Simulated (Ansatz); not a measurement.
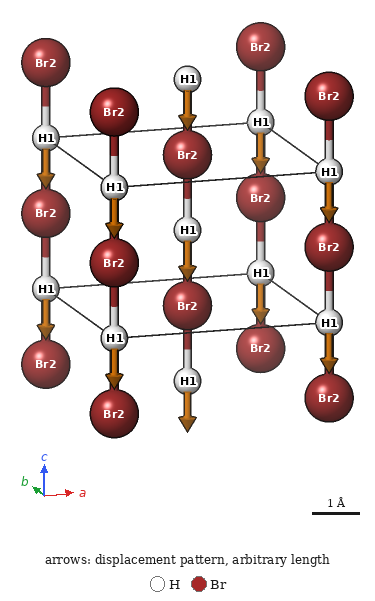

The lowest optical mode of solid HBr at 0.98 times its rest volume, space group I4/mmm (No. 139), at the zone centre. Displacements are drawn as orange arrows; their common scale and sign are arbitrary. The picture is a ball-and-stick view of the conventional cell (2 times the calculation's cell), seen slightly off an axis. Lengths and directions refer to the drawn axes.

Method: DFT LDA, scalar-relativistic, plane waves, PAW (Ansatz). Settings: plane-wave cutoff 420 eV; k-point mesh 10 × 10 × 10; occupations fixed; no spin polarisation.

Frequencies are those without the non-analytic (LO–TO) term.

### Is the structure stable against all modes at this point?

No. This is the A₂u mode at 1967i cm⁻¹, the lowest optical level, infrared-active by symmetry. The Br atoms hardly move; the H sublattice moves as a whole against them, along c; of the bonds it mainly stretches Br–H, some lengthening while others shorten; the kinetic energy is shared as H 99 %, Br 1 %. The frequency is imaginary, so the structure is unstable against this distortion. Freezing in the drawn pattern lowers the space group from I4/mmm to I4mm (No. 107). Its infrared intensity is 1800 (D/Å)²/amu. In all, 2 levels are unstable: A₂u 1967i cm⁻¹, E_u 962i cm⁻¹.
